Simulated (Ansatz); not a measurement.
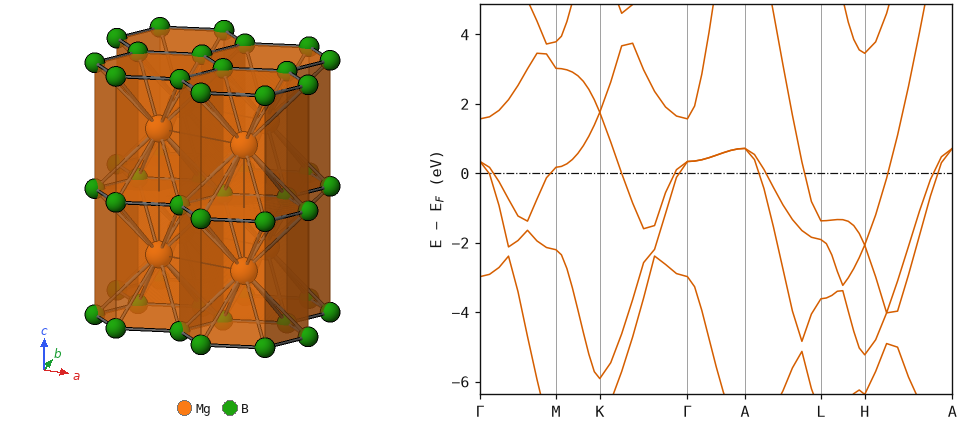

Band structure, beside the structure. Energies are counted from the Fermi level. The path runs straight from each named point to the next.

The material is AlB2-type MgB₂, space group P6/mmm, 3 atoms in the cell; a = 3.085 Å, c = 3.523 Å (hexagonal axes).

Level of theory: PBEsol, all-electron LAPW, no spin polarisation, no spin-orbit coupling, 10×10×8 k mesh, Fermi-Dirac smearing of 0.05 eV; code Ansatz 0.2.0.

Is there a gap at the Fermi level?

A metal: 3 bands cross the Fermi level along this path.

On which lines of the path do bands cross the Fermi level?

Bands cross the Fermi level on Γ–M, K–Γ, A–L and H–A, and not on M–K, Γ–A and L–H.

The cell is at −3 GPa in this functional. Bands are joined in order of energy, so crossings between the computed points show as kinks or gaps.
